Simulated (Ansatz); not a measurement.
System: SiO.

```yaml
crystal:
  lattice:
    - [2.78813, 0.00000, 0.00000]
    - [0.00000, 2.78813, 0.00000]
    - [0.00000, 0.00000, 2.78813]
  atoms:
    - { symbol: Si, position: [0.00000, 0.00000, 0.00000] }
    - { symbol: O, position: [0.50000, 0.50000, 0.50000] }
```

Space group Pm-3m; a generated structure, not necessarily the stable one; computed pressure about 3 GPa in this cell.

Computed with Kohn-Sham DFT of a periodic cell, PBE, Ansatz PAW (Ansatz).

Question: What can the converged valence pseudo-density and electron localisation function tell about the bonding?

Answer: Si–O (2.41 Å): the density is about 0.28 e/Å³ at the midpoint; the ELF is about 0.30 at the midpoint.

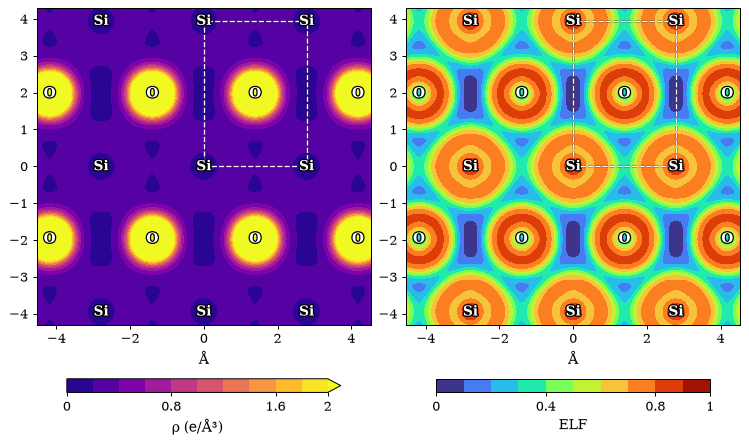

Computed valence pseudo-density and electron localisation function on the (011̄) plane of the conventional cell, in this order. 

In a PAW calculation such maps are meaningful between the atoms, not at the nuclei.
